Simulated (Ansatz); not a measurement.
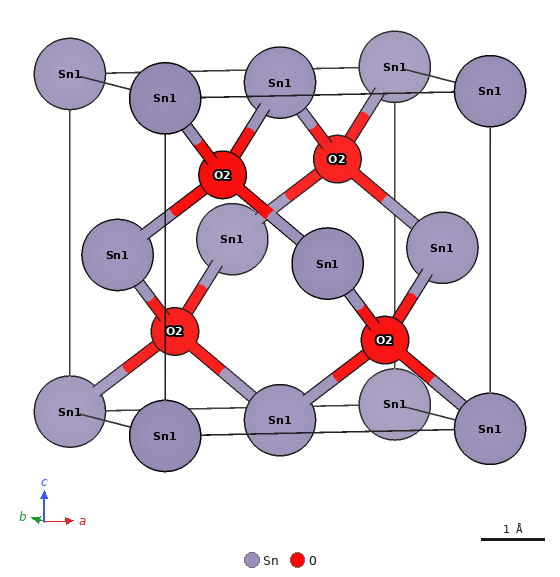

This is a crystal of SnO (built on the zincblende type) at its r2SCAN-relaxed geometry. A ball-and-stick model of the conventional cell (4 times the calculation's cell), seen from a free direction. Lengths and directions refer to the drawn axes.

The calculation used DFT, HSE06, plane waves, PAW (Ansatz). Settings: plane-wave cutoff 420 eV; k-point mesh 6 × 6 × 6; occupations fermi dirac; smearing width 0.02 eV; no spin polarisation.

The variant: All lengths are scaled by −5.0 % (volume −14.3 %). The atoms were relaxed with r2SCAN under that strain, and this is a single point on that geometry.

> What does the calculation give for the changed structure?

Energy change: +115 meV per atom. Pressure: 0.3 GPa before, 12.5 GPa after. All forces vanish by symmetry. Some distances before and after: O–Sn 2.345 → 2.228 Å. The space group stays F-43m (No. 216).

The changed structure in the same view:

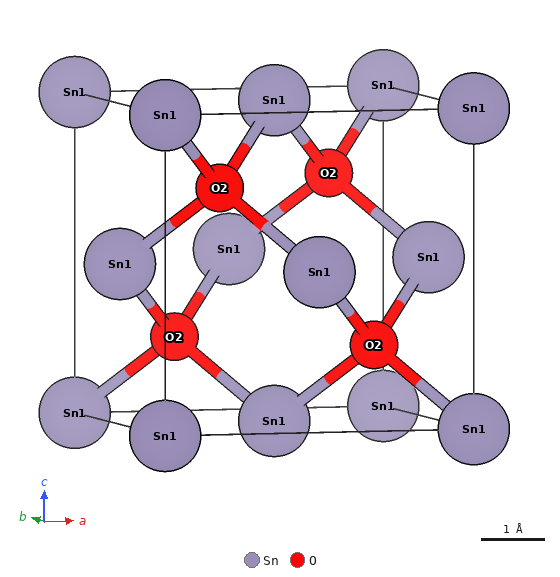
